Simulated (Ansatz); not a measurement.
**Energy of Te along an even scaling of the cell**

System: Te (P3₁21, 3 atoms in the cell).
Method: Kohn-Sham DFT of a periodic cell, LDA, all-electron LAPW, scalar-relativistic, no spin polarisation (Ansatz 0.2.0).

The 7 runs differ only in the geometry, by an even scaling of the cell at fixed fractional positions. The structure derives from an entry of the Crystallography Open Database.

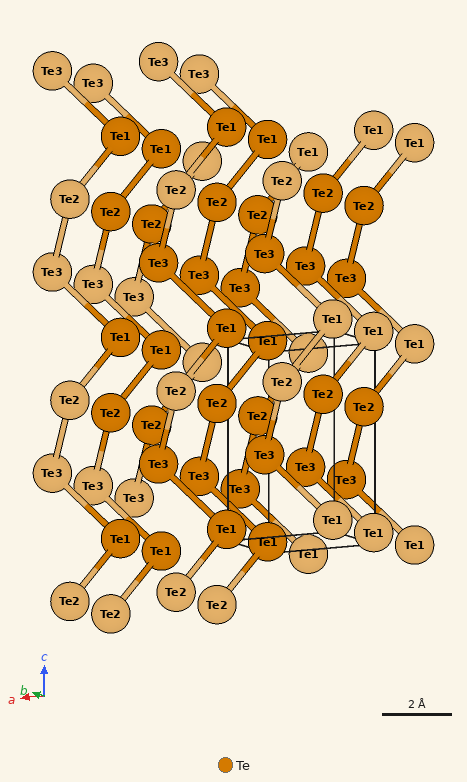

Figure 1. The structure of run 4 (ball-and-stick view of the cell of the calculation, repeated 2 × 2 × 2, seen at an oblique angle; neighbours outside the cell are drawn fainter; atoms are numbered from 1 in the order of the input). An atom can appear more than once, as a periodic image.

## Input of run 4
```yaml
crystal:
  lattice:
    - [4.454, 0.0, 0.0]
    - [-2.227, 3.8572771485, 0.0]
    - [0.0, 0.0, 5.924]
  atoms:
    - { symbol: Te, position: [0.731, 0.731, 0.0] }
    - { symbol: Te, position: [0.0, 0.269, 0.6666666667] }
    - { symbol: Te, position: [0.269, 0.0, 0.3333333333] }
kpoints:
  mp_grid: { grid: [7, 7, 5] }
scf:
  occupations: { method: fermi_dirac, width: 0.05 }
hamiltonian:
  xc: lda
  pseudopotentials: { kind: all_electron, lapw: { basis_error: 0.002 } }
output:
  forces: true
  stress: true
  eigenvalues: true
```

Command:
```bash
ansatz run input.yaml --threads 2 --pin off --max-ram 8192MiB --backend cpu --events-out ev --progress --plain --runs-dir out
```

Run 2 differs from it as follows:
```diff
-    - [4.454, 0.0, 0.0]
-    - [-2.227, 3.8572771485, 0.0]
-    - [0.0, 0.0, 5.924]
+    - [4.3938034316, 0.0, 0.0]
+    - [-2.1969017158, 3.8051453911, 0.0]
+    - [0.0, 0.0, 5.8439361313]
```

## Results, with one run withheld

| run | volume per atom (Å³) | free energy per atom, from the lowest run given (meV) | pressure (GPa) | gap on the mesh (eV) |
| --- | --- | --- | --- | --- |
| 1 | 31.890 | 1.18 | 1.34 | 0.56 |
| 2 | 32.568 | ? | ? | ? |
| 3 | 33.247 | 0.00 | −0.96 | 0.58 |
| 4 | 33.925 | 6.18 | −1.93 | 0.58 |
| 5 | 34.604 | 16.23 | −2.79 | 0.59 |
| 6 | 35.282 | 29.71 | −3.55 | 0.59 |
| 7 | 35.961 | 46.24 | −4.23 | 0.59 |

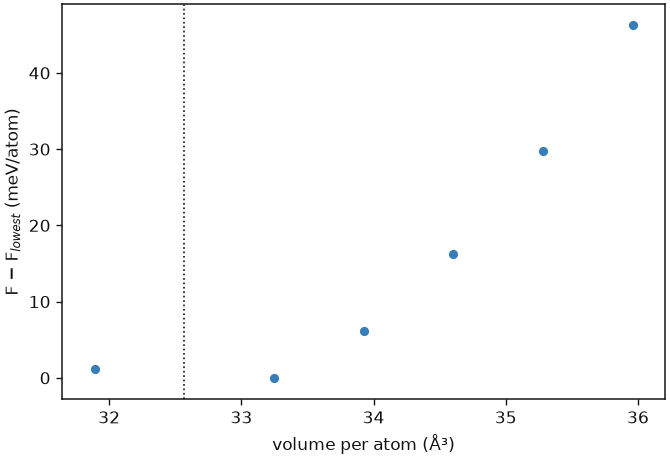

Figure 2. Free energy per atom of the runs given; the dotted line marks run 2.

Estimate the energy of run 2 from the others.

A cubic polynomial in V^(−2/3) (the Birch–Murnaghan form), fitted to the 6 runs given, misses them by at most 0.01 meV per atom. With x = V^(−2/3) − 0.09508 Å⁻², it reads F = 8.5399 − 7311.7 x + 1.2704e+06 x² + 4.4354e+06 x³ (meV per atom). At run 2 it gives −1.85 meV per atom, and the run itself gives −1.84. The slope of the fit gives a pressure −dF/dV of 0.12 GPa there, and the run prints 0.12 GPa. The fit has its minimum at 32.638 Å³ per atom, where V d²F/dV² gives 54.7 GPa. Cell shape and fractional positions are held, so this is the stiffness under even scaling; the relaxed bulk modulus wasn't computed and can be far lower in a crystal of layers, chains or molecules like this one.

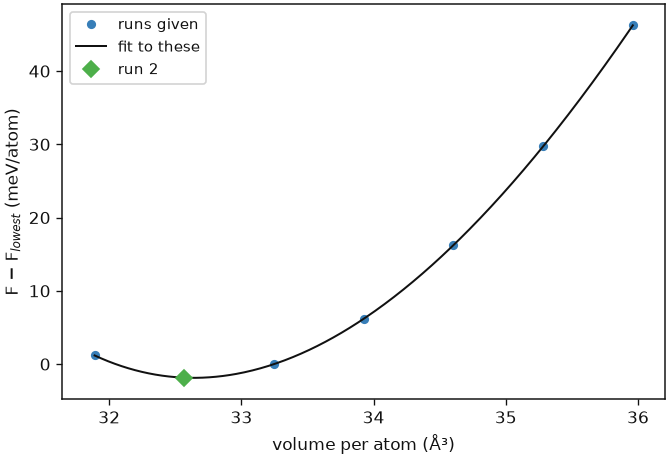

Figure 3. The fit and the withheld run.

## Output, shortened to warnings, some set-up lines, iterations and results (run 2)
```
Basis set: ecut = 223.95236123235722 eV, 747 PW (Γ), exchange–correlation at level 2
Symmetry: 6 space group operations
k-points: 32 of 245 (time reversal used)
Initial density: superposition of atomic densities (chi_scale 0.1, normalization cell)
[...]
SCF iter   1: F=—  HF=-554195.337613 eV  |F-HF|=—  |Δ(HF+E_count)|=         —  Δρ=1.22e-2  dr2=1.06e-1  ethr=1.47e-4  ⟨swp⟩=3.0  Hψ=9271  notcnv=0
SCF iter   2: F=—  HF=-554195.302068 eV  |F-HF|=—  |Δ(HF+E_count)|=   3.55e-2  Δρ=6.94e-3  dr2=3.58e-2  ethr=1.47e-4  ⟨swp⟩=2.0  Hψ=4110  notcnv=0
SCF iter   3: F=—  HF=-554195.294504 eV  |F-HF|=—  |Δ(HF+E_count)|=   7.56e-3  Δρ=1.51e-3  dr2=1.98e-3  ethr=2.75e-6  ⟨swp⟩=2.0  Hψ=7006  notcnv=0
SCF iter   4: F=—  HF=-554195.294439 eV  |F-HF|=—  |Δ(HF+E_count)|=         —  Δρ=4.54e-4  dr2=2.36e-4  ethr=2.74e-6  ⟨swp⟩=2.0  Hψ=4102  notcnv=0
SCF iter   5: F=—  HF=-554195.294425 eV  |F-HF|=—  |Δ(HF+E_count)|=   1.40e-5  Δρ=7.46e-5  dr2=8.40e-6  ethr=3.28e-7  ⟨swp⟩=2.0  Hψ=4102  notcnv=0
SCF iter   6: F=—  HF=-554195.294423 eV  |F-HF|=—  |Δ(HF+E_count)|=   2.21e-6  Δρ=2.96e-5  dr2=1.14e-6  ethr=1.17e-8  ⟨swp⟩=2.0  Hψ=4102  notcnv=0
SCF iter   7: F=-554195.294423 eV  HF=-554195.294423 eV  |F-HF|=3.77e-8  |Δ(HF+E_count)|=   5.32e-7  Δρ=5.70e-6  dr2=4.74e-8  ethr=1.59e-9  ⟨swp⟩=2.8  Hψ=4156  notcnv=0
SCF 1 converged in 7 iterations: F = -554195.294423 eV  dr2 = 4.74e-8
SCF converged after 7 iterations
Free energy (F): -554195.294423 eV
Harris-Foulkes:  -554195.294423 eV  (|F-HF|=3.77e-8)
Internal energy: -554195.294298 eV  (E = F + TS)
E sigma→0 (E₀):  -554195.294361 eV
Entropy (-TS):   -0.000125 eV (-0.042 meV/atom)
Fermi energy:    11.359053 eV
--- Per-component energies (eV) ---
  E_band       = -3342.712353
  E_kinetic    = 585129.879971
  E_xc         = -13909.772144
  E_electrostatic = -1125415.402125  (all electrons and nuclei)
  E_smearing   = -0.000125  (= −TS)
  E_closure    = 0.000000  (closes the sum)
  E_atoms      = -554183.933423  (free atoms, spherical and without spin; not in F)
  Σ components = -554195.294423   (vs F -554195.294423, Δ=0.00e0)
  Basis errors (estimates in eV, not in F): energy 8.2e-4 per atom: plane waves 7.7e-4 (4.5e-4 summed), levels above the bands 1.5e-57, relativity 9.2e-9, radial functions 4.8e-5, core shells 4.4e-9; eigenvalues (radial functions only) 9.3e-7; not estimated: angular momenta, meshes, grids; target …
--- Forces (eV/Å), atoms counted from 1 ---
  atom   1  Te    -0.13423965    -0.23250990    -0.00000000
  atom   2  Te    -0.13423965     0.23250990     0.00000000
  atom   3  Te     0.26847931     0.00000000    -0.00000000
  max |Σ_I F_I| component: 2.78e-17 eV/Å
--- Stress (GPa, compression-positive) ---
       -0.183037       0.000000      -0.000000
        0.000000      -0.183037      -0.000000
       -0.000000      -0.000000       0.737817
  P = ⅓ Tr σ = 0.1239 GPa (1.239 kbar)
```
